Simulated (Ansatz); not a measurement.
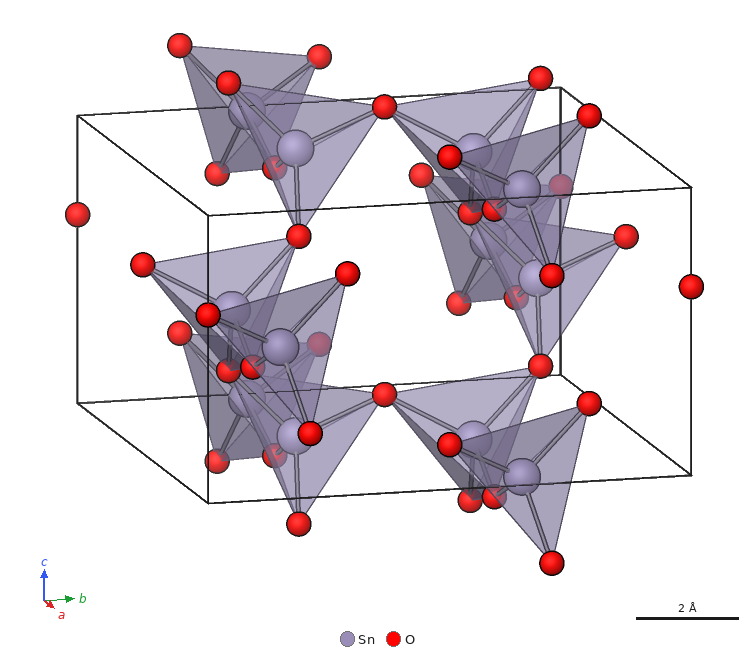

The crystal in a polyhedral representation, seen slightly off an axis. Lines trace the edges of the conventional unit cell. Some atoms of the next cells are drawn as well.

SnO₂, space group Ama2 (No. 40), a = 9.70 Å, b = 9.91 Å, c = 5.82 Å, α = 90.00°, β = 90.00°, γ = 90.00°.

Computational set-up: Ansatz, DFT PBE, scalar-relativistic, plane waves, PAW, a basis cut at 420 eV, k-points about 0.21 Å⁻¹ apart, Gaussian smearing of 0.02 eV, no spin polarisation.

Classify it as metallic or gapped, with the value.

A semiconductor at this level, with a gap of 2.25 eV.

What is the computed pressure?

The computed pressure is 0.1 GPa, close to zero.

Starting structure: a structure listed in the Materials Project, with elements exchanged, so it need not be a known form of the compound. Earlier steps of the study, as a rule a relaxation of our own, may have changed the cell and positions, so they can lie some per cent off the listed ones. A calculation with Ansatz used it as input.
